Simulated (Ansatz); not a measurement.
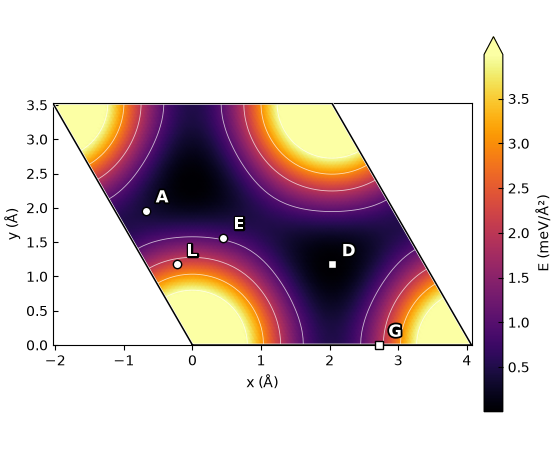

A bilayer of two Sb sheets of the honeycomb type, the upper one turned by 180 degrees about the normal (4 atoms in the cell). 
- The upper layer of a bilayer is slid over the lower one; relaxed at each slide: nothing; the origin of the map has Sb4 above Sb1; the distance between the facing planes is held at 3.85 Å.
- Places are given modulo a cell vector. The map is drawn in real space over the plane of the slide.
- The scan uses a 9 × 9 grid; 12 points were computed and 69 follow by symmetry.
- Energies: meV/Å², counted from the lowest grid point.
- At a held distance the lowest stacking need not be the one that binds best once the distance relaxes.
- All numbers below come from DFT PBE+D3(BJ), scalar-relativistic, plane waves, PAW in Ansatz 0.2.0. Settings: cutoff 420 eV, k-mesh 9×9×1, gaussian smearing 0.05 eV, no spin polarisation.

Drawn: a smooth colour map with a few white contour lines, the outline of one cell of the plane, one colour for all values above the top of the scale, lettered points. Between grid points the surface is interpolated.

### Is D the lowest point of the computed grid?

Yes. D, at (6/9, 3/9) of the cell vectors, has the lowest energy of the grid.

### What kind of point is each of D, E, G, L: minimum, saddle, maximum or slope?

D: minimum; E: on a slope; G: on a slope; L: on a slope. (In these two coordinates alone; a stationary point may lie a little off the grid point.)
